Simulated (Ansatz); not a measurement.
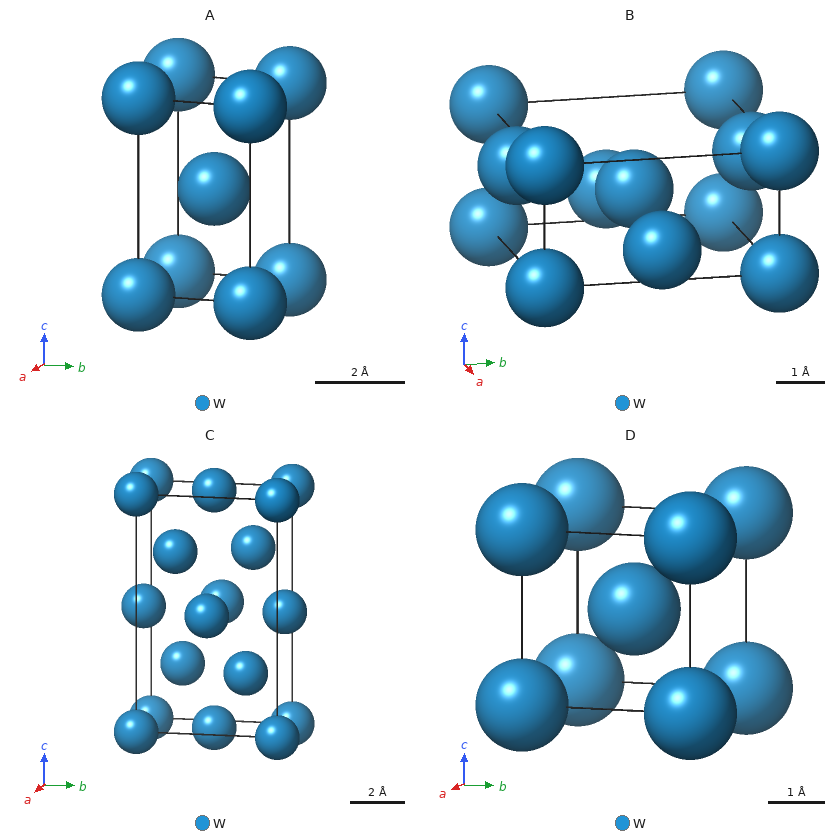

Four structures of W, each relaxed to rest (conventional cells in solid outline, small ones repeated, each panel with its own scale). Method: DFT PBE, scalar-relativistic, plane waves, PAW in Ansatz 0.2.0, without spin polarisation.

Question: What are the structures shown?

Answer: A: 2 atoms a cell on a body-centred tetragonal lattice, I4/mmm; B: β-tin type, I4_1/amd; C: 8 atoms a cell on a face-centred orthorhombic lattice, Fddd; D: body-centred cubic (W type), Im-3m.

Question: Which of these is lowest in energy, and how far above it do the others lie?

Answer: D, then C (+295 meV/atom), A (+388 meV/atom) and B (+1133 meV/atom), energies at zero smearing.

Question: Collect the results in a table.

Answer:
| panel | structure | E − E(lowest) (meV/atom) | volume (Å³/atom) | gap (eV) |
| --- | --- | --- | --- | --- |
| D | Im-3m | 0 | 16.1 | metal |
| C | Fddd | 295 | 16.5 | metal |
| A | I4/mmm | 388 | 16.5 | metal |
| B | I4_1/amd | 1133 | 17.6 | metal |

Some of these may be structure types tried for this composition rather than known phases, and the most stable form need not be among them. Gaps are taken on the k-mesh or band path of each run.
